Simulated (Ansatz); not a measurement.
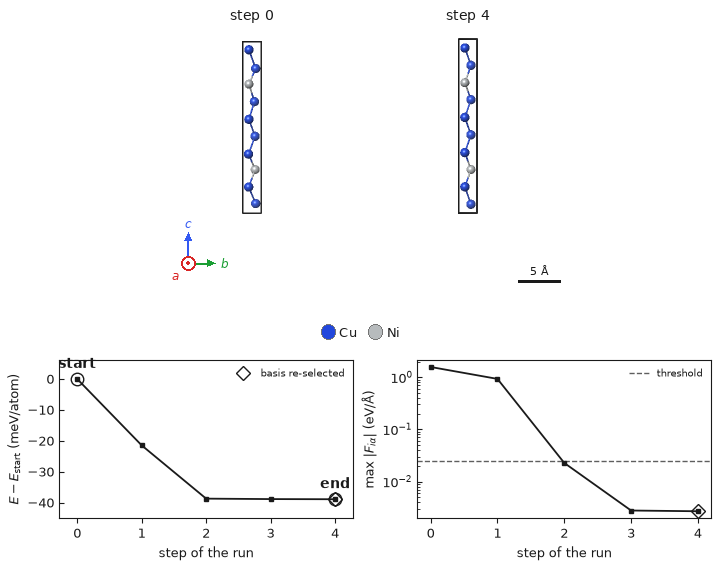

First and last geometry of a relaxation of crystalline Cu4Ni (a generated structure, set up in P1) (coarse preliminary run), with the history of the run. Style: ball-and-stick. Shown: the cell of the calculation, along the a axis.

The calculation used DFT PBE, scalar-relativistic, plane waves, PAW (Ansatz). Set-up: plane-wave cutoff 420 eV; k-point mesh 12 × 12 × 1; occupations gaussian; smearing width 0.2 eV; no spin polarisation; cell and atoms relaxed; force threshold 0.025 eV/Å; at most 60 steps.

Did the run converge, and what did it change?

It converged. After 3 accepted moves (4 points after the start) the energy has fallen by 38.9 meV per atom. Largest force component: 1.6 eV/Å at the start, 0.0027 eV/Å at the end. The pressure goes from 3.61 to 0.12 GPa. At 1 point the geometry stayed and the basis and grid were re-selected for the new cell (energy shift of less than 0.05 meV per atom at most each time). The atom that moves furthest relative to the cell is a Cu atom (0.14 Å in a general direction near [−3 −3 1]). By element the largest moves are Cu 0.14 Å, Ni 0.10 Å. The drawn cell changes as follows: a 2.522 → 2.537 Å (+0.6 %), b 2.559 → 2.537 Å (−0.9 %), c 20.675 → 21.000 Å (+1.6 %), α 91.0° → 90.0°, β 88.0° → 90.0°, γ 119.6° → 120.0°; the volume changes by +1.0 %. Some distances before and after: Cu–Ni 2.318 → 2.533 Å, Cu–Ni 2.344 → 2.532 Å, Cu–Cu 2.405 → 2.579 Å, Cu–Cu 2.426 → 2.578 Å. The space group (tolerance 0.01 Å) goes from P1 (No. 1) to P6_3/mmc (No. 194).

```csv
step,"E − E(0), meV/atom","largest force component, eV/Å","pressure, GPa","volume, Å³/atom",note
0,0.00,1.5727,3.61,11.591,
1,-21.45,0.9289,2.06,11.627,
2,-38.68,0.0227,-0.49,11.755,
3,-38.83,0.0028,0.12,11.708,
4,-38.88,0.0027,0.12,11.708,"same geometry, new basis"
```
